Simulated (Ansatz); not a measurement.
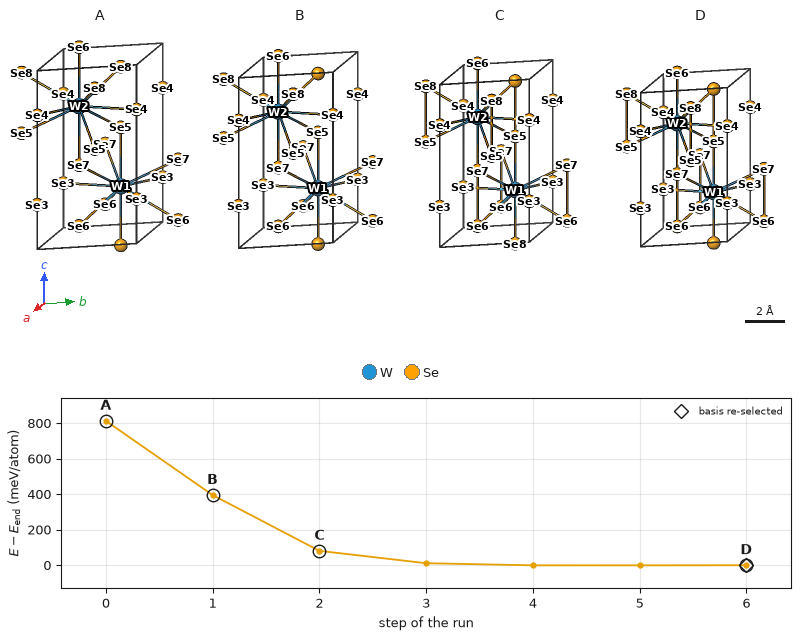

Frames of a relaxation of a crystal of WSe3 (a generated structure, set up in P6_3/mmc) (coarse preliminary run), marked on the history of the run. Style: ball-and-stick. Shown: the cell of the calculation, slightly off an axis.

These are results of DFT PBE, scalar-relativistic, plane waves, PAW in Ansatz, not measurements. (plane-wave cutoff 420 eV; k-point mesh 6 × 6 × 2; occupations gaussian; smearing width 0.1 eV; collinear spin; cell and atoms relaxed; force threshold 0.04 eV/Å; at most 70 steps)

Describe the path.

Answer. The largest moves relative to the cell, 0.005 Å, are those of Se5, Se6, Se7 and Se8. Se5 goes along −c. W stays in place. The drawn cell changes as follows: a = b 5.305 → 4.646 Å (−12.4 %), c 9.451 → 8.139 Å (−13.9 %); the volume changes by −33.9 %. Some distances before and after: Se5–Se7 3.418 → 2.979 Å, W1–Se5 3.121 → 2.682 Å, W1–Se6 3.458 → 3.020 Å, Se3–Se6 3.458 → 3.020 Å. The space group stays P6_3/mmc (No. 194). The energy falls by 813 meV per atom in 5 accepted moves (6 points after the start). Largest force component: 0.26 eV/Å at the start, 0.00027 eV/Å at the end. The pressure goes from −16.78 to −0.06 GPa. At 1 point the geometry stayed and the basis and grid were re-selected for the new cell (energy shift of 0.7 meV per atom at most each time). From step 0 to 1: Se atoms move most (0.02 Å), volume −13.6 %, energy −418 meV per atom. From step 1 to 2: Se atoms move most (0.02 Å), volume −14.3 %, energy −314 meV per atom. From step 2 to 6: volume −10.8 %, energy −81.1 meV per atom.
